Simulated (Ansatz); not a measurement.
**Single-point calculation, with input and output: TiSi2**

TiSi2 (Fddd, 6 atoms in the cell), computed with DFT, r2SCAN, plane waves, PAW, no spin polarisation (Ansatz 0.2.0).

The structure derives from an entry of the Crystallography Open Database. Figures and captions count atoms from 1; the log counts them from 0 in places.

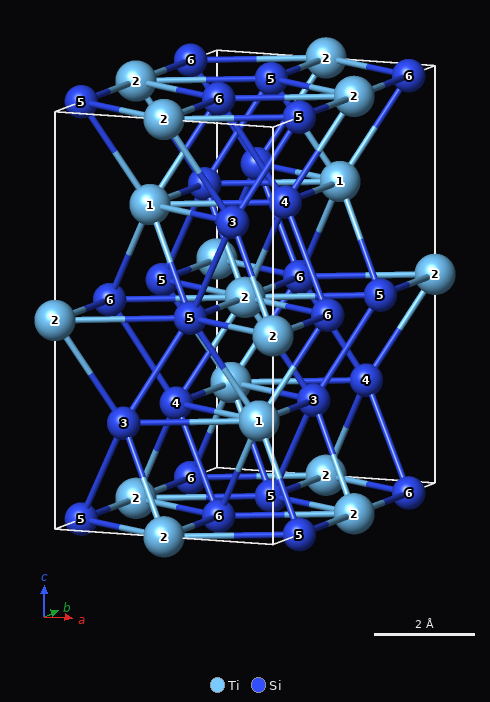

Fig. 1: The structure (ball-and-stick view of the cell 4 times as large as that of the calculation, set on its symmetry axes, seen slightly off an axis; atoms are numbered from 1 in the order of the input).

Results in brief

| quantity | value |
| --- | --- |
| outcome | converged |
| space group (tolerance 0.01 Å) | Fddd (70) |
| electrons treated | 40 |
| free energy | −7568.1862 eV |
| Fermi energy | 12.689 eV |
| gap on the k-point mesh | none (metallic) |
| pressure | 0.01 GPa |
| largest force (length of the vector) | under 0.001 eV/Å |
| hardware | 2 threads of Arm Neoverse V1, 24 GiB of memory available, shared host |
| wall time | 39 s (CPU time 77 s) |
| peak memory | 0.81 GiB |

Settings chosen away from the usual ones: scf.eigensolver.kind set to davidson; basis.precision set to f64.

Input file
```yaml
crystal:
  lattice:
    - [0.0, 4.1159871625, 4.2581108957]
    - [2.3903428563, 0.0, 4.2581108957]
    - [2.3903428563, 4.1159871625, 0.0]
  atoms:
    - { symbol: Ti, position: [0.75, 0.75, 0.75] }
    - { symbol: Ti, position: [0.5, 0.5, 0.5] }
    - { symbol: Si, position: [0.0873300282, 0.4126699718, 0.0873300282] }
    - { symbol: Si, position: [0.4126699718, 0.0873300282, 0.4126699718] }
    - { symbol: Si, position: [0.1626699718, 0.8373300282, 0.1626699718] }
    - { symbol: Si, position: [0.8373300282, 0.1626699718, 0.8373300282] }
basis:
  ecutwfc: 500
  precision: f64
kpoints:
  mp_grid: { grid: [10, 10, 10] }
hamiltonian:
  xc: r2scan
scf:
  occupations: { method: gaussian, width: 0.1 }
  eigensolver: { kind: davidson }
output:
  forces: true
  eigenvalues: true
  stress: true
```

Command:
```bash
ansatz run input.yaml --threads 2 --pin off --max-ram 5120MiB --backend cpu --events-out ev --progress --plain --runs-dir out
```

What the program printed
```
Engine: ansatz 0.2.0, aarch64-unknown-linux-gnu
Pseudopotentials: kind: paw
Pseudopotential: Ti, paw, valence charge 12, recommended cutoff 500 eV (meta_gga), Ti.paw.azcp
Pseudopotential: Si, paw, valence charge 4, recommended cutoff 500 eV (meta_gga), Si.paw.azcp
Functional definition: r2SCAN
  parameter k0 = 0.174
  parameter k1 = 0.065
  parameter a1 = 4.9479
  exchange = r2scan_x(k0 = k0, k1 = k1, a1 = a1)
  correlation = r2scan_c
Crystal: 6 atoms, lattice volume = 83.788 Å³
Basis set: ecut = 500 eV, 2129 PW (Γ), exchange–correlation on 180×144×144 points (64 copies of the dense FFT grid, shifted against one another)
Bands: 26, of which v1, the nominal top of the filled ones, is band 20 counted from 1 (19 counted from 0)
Symmetry: 8 space group operations
Space group: Fddd (ITA 70), of the structure as read, at distance tolerance 4.4e-5 Å
k-points: 171 of 1000
Non-local potential: Ti, projectors of the file, l = 0: 3, l = 1: 2, l = 2: 3, l = 3: 1
Non-local potential: Si, projectors of the file, l = 0: 2, l = 1: 2, l = 2: 2
PAW form: soft (Blöchl's): semilocal exchange-correlation on the pseudo side does not see the compensation charge
PAW frozen core: Ti, regenerated for the run's functional (the file was generated under x = pbe(κ = 0.804, μ = 0.2195149727645171), c = pbe(β = 0.06672455060314922))
PAW frozen core: Si, regenerated for the run's functional (the file was generated under x = pbe(κ = 0.804, μ = 0.2195149727645171), c = pbe(β = 0.06672455060314922))
PAW one-centre angular grid: Ti, 590 points (default); XC on 160 Gauss nodes
PAW one-centre angular grid: Si, 302 points (default); XC on 160 Gauss nodes
Initial density: superposition of atomic densities (neutral atoms: chi_scale 0, normalization atom), corrected by the library's trained network
Initial wavefunctions: pseudopotential atomic-orbital guess
Functional: x = r2scan, c = r2scan; τ floored in thin density (d = 2e-4 eV/Å³)
SCF iter   1: F=—  HF=-7568.067408 eV  |F-HF|=—  |Δ(HF+E_count)|=         —  Δρ=9.09e-3  dr2=5.81e-2  dr2_τ=5.06e-2  ethr=1.77e-3  ⟨swp⟩=9.7  Hψ=22958  notcnv=0
preconditioner: auto → Kerker (q_TF=auto, 2.412 Å⁻¹)  [metal: Δε(μ)=0.014 eV  Ē_g=6.908 eV  σ=0.100 eV  W_gap=0.08  n_scr=16 (ndim 8)  ℏωp=19.9 eV  f_vac=0.000  D(μ)=2.03/eV (n_scr^D=12)]
SCF iter   2: F=—  HF=-7568.185570 eV  |F-HF|=—  |Δ(HF+E_count)|=   1.18e-1  Δρ=3.96e-3  dr2=1.21e-2  dr2_τ=7.94e-4  ethr=1.45e-4  ⟨swp⟩=5.0  Hψ=14795  notcnv=0  defer=34
SCF iter   3: F=—  HF=-7568.186248 eV  |F-HF|=—  |Δ(HF+E_count)|=   6.78e-4  Δρ=2.21e-3  dr2=4.08e-3  dr2_τ=6.38e-5  ethr=3.02e-5  ⟨swp⟩=2.3  Hψ=8062  notcnv=0  defer=11
iter 4 solved again at ethr=1.08e-7 eV; its pass at ethr=1.02e-5 eV (dr2=4.34e-5 eV) is discarded
SCF iter   4: F=—  HF=-7568.186155 eV  |F-HF|=—  |Δ(HF+E_count)|=   9.32e-5  Δρ=2.50e-4  dr2=6.28e-5  dr2_τ=2.50e-6  ethr=1.08e-7  ⟨swp⟩=5.0  Hψ=22255  notcnv=0  defer=2
eigensolver tolerance schedule calibrated: the retry pair's looser diagonalisation under-reported the residual by θ = 0.31 (0.16/decade); ethr = c·dr2/N_el runs at the constant in force after the calibration composes with the one it found (an armed cap, an earlier calibration), c = 4.1e-2
SCF iter   5: F=—  HF=-7568.186157 eV  |F-HF|=—  |Δ(HF+E_count)|=   1.61e-6  Δρ=4.71e-5  dr2=1.93e-6  dr2_τ=2.61e-7  ethr=6.41e-8  ⟨swp⟩=4.6  Hψ=11055  notcnv=0  defer=2
SCF iter   6: F=—  HF=-7568.186157 eV  |F-HF|=—  |Δ(HF+E_count)|=   6.33e-7  Δρ=1.46e-5  dr2=2.17e-7  dr2_τ=4.26e-9  ethr=1.97e-9  ⟨swp⟩=4.1  Hψ=10768  notcnv=0  defer=1
SCF iter   7: F=-7568.186157 eV  HF=-7568.186157 eV  |F-HF|=2.08e-8  |Δ(HF+E_count)|=   1.50e-8  Δρ=4.60e-6  dr2=2.56e-8  dr2_τ=1.04e-9  ethr=2.21e-10  ⟨swp⟩=5.0  Hψ=12068  notcnv=0  defer=1
SCF 1 converged in 7 iterations: F = -7568.186157 eV  dr2 = 2.56e-8
  Residual-converged pass: ⟨swp⟩=3.0  Hψ=9064  notcnv=0  max |occ|·‖R‖ = 6.6e-6 eV (tolerance 6.7e-6 eV)  dr2=2.59e-8  dr2_τ=1.05e-9  dr2_onsite=1.77e-9  max |Δocc| = 1.9e-8
  greatest PAW one-centre occupation: 1.002 electrons in one spin orbital (limit 2), on the Ti atom at site 1 (counted from 0), in its partial waves of l = 1
SCF converged after 7 iterations
Free energy (F): -7568.186157 eV
Harris-Foulkes:  -7568.186157 eV  (|F-HF|=2.08e-8)
Internal energy: -7568.175933 eV  (E = F + TS)
E sigma→0 (E₀):  -7568.181045 eV
Entropy (-TS):   -0.010224 eV (-1.704 meV/atom)
Fermi energy:    12.689320 eV
--- Per-component energies (eV) ---
  E_band       = -244.515389
  E_kinetic    = 720.526699
  E_local      = -2014.239017  (includes V_loc(G=0)·N_el)
  E_nonlocal   = 111.469025
  E_hartree    = 879.186923
  E_xc         = -399.424473
  E_vxc        = -476.771643  (∫ρ·V_xc dr)
  E_paw        = -4191.499320  (= ΣΔE_a)
  E_vpaw       = -370.871705  (= ΣTr[D̂ρ^β])
  E_aug_tail   = 0.000202  (compensation charges beyond the density's cutoff)
  E_vtau       = 26.988019  (kinetic-family band-sum trace: ∫τ·v_τ [+ j·A + Jᵃ·Aᵃ] dr)
  E_ewald      = -2673.383324
  E_core_change = -0.812646  (= ΣΔE_core)
  E_smearing   = -0.010224  (= −TS)
  E_closure    = -0.000000  (closes the sum)
  Σ components = -7568.186157   (vs F -7568.186157, Δ=0.00e0)
--- Forces (eV/Å), atoms counted from 1 ---
  atom   1  Ti    -0.00000000     0.00000000     0.00000000
  atom   2  Ti     0.00000000    -0.00000000     0.00000000
  atom   3  Si     0.00000000    -0.00014280     0.00000000
  atom   4  Si    -0.00000000     0.00014280     0.00000000
  atom   5  Si    -0.00000000     0.00014280     0.00000000
  atom   6  Si     0.00000000    -0.00014280    -0.00000000
  max |Σ_I F_I| component: 0.00e0 eV/Å
--- Stress (GPa, compression-positive) ---
        0.008016       0.000000      -0.000000
        0.000000       0.014375       0.000000
       -0.000000       0.000000       0.005998
  P = ⅓ Tr σ = 0.0095 GPa (0.095 kbar)
--- Band table (eV; the first three rows and the last of 171) ---
  k-point 0: bands = ["-45.9634", "-45.9331", "-21.2958", "-21.2799", "-21.2025", "-21.1872", "-21.1621", "-21.1605", "-0.6969", "5.6432", "6.6928", "6.8907", "7.2890", "8.6256", "8.7789", "9.9058", "10.2499", "10.3672", "10.6689", "11.1199", "11.6987", "14.9518", "16.0488", "16.3412", "16.3436", "16.3455"]
  k-point 1: bands = ["-45.9629", "-45.9336", "-21.2954", "-21.2796", "-21.2051", "-21.1872", "-21.1623", "-21.1601", "-0.5850", "5.4707", "6.1135", "6.8528", "7.6245", "8.6414", "8.9025", "9.8672", "10.1419", "10.3516", "11.1296", "11.1902", "11.6721", "14.8409", "15.9929", "16.0348", "16.2690", "16.4109"]
  k-point 2: bands = ["-45.9612", "-45.9351", "-21.2956", "-21.2773", "-21.2126", "-21.1867", "-21.1637", "-21.1582", "-0.2558", "5.0606", "5.2477", "6.8050", "7.6244", "8.4858", "9.4251", "9.4864", "10.5819", "10.7259", "11.3963", "11.4487", "11.9261", "14.5190", "15.6593", "15.7639", "15.9168", "16.0105"]
  k-point 170: bands = ["-45.9481", "-45.9481", "-21.2550", "-21.2550", "-21.2342", "-21.2342", "-21.1608", "-21.1608", "1.3562", "1.3562", "7.4130", "7.4130", "7.4862", "7.4862", "9.5183", "9.5183", "10.9094", "10.9094", "11.6174", "11.6174", "13.5178", "13.5178", "16.1125", "16.1125", "16.3246", "16.3246"]
```
